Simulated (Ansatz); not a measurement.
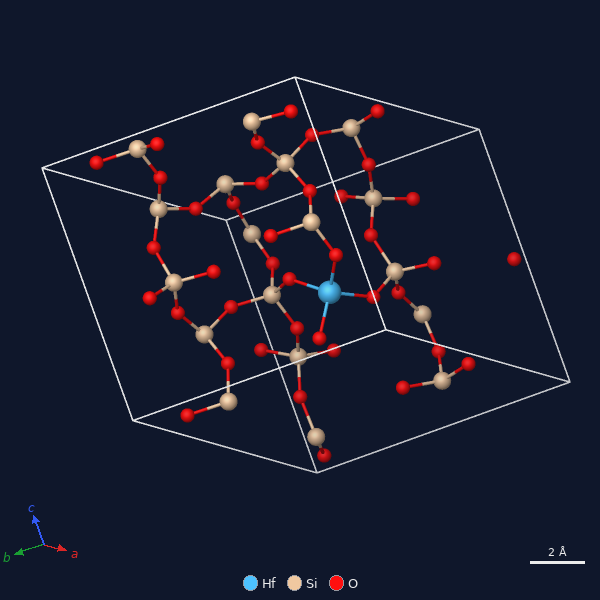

A ball-and-stick picture of a crystal structure, seen from a general direction. The supercell is drawn as a box. The host is SiO2, in a cell of 48 sites, and the cell is neutral.

> Name the defect and give its surroundings.

Hafnium on a silicon site (a substitutional impurity). It is bonded to four O in a tetrahedral arrangement at about 1.9 Å.

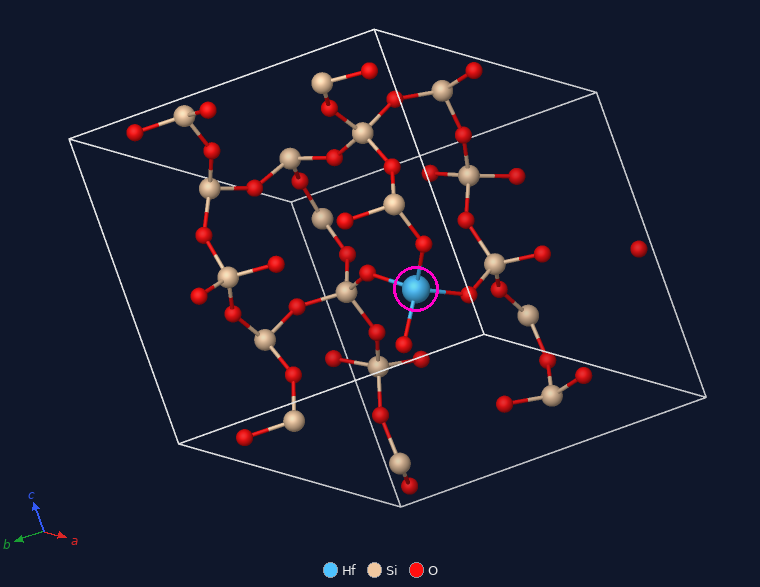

The same cell with a ring at the defect's site.

The atoms were relaxed in the host's cell with Ansatz, DFT PBE, scalar-relativistic, plane waves, PAW.
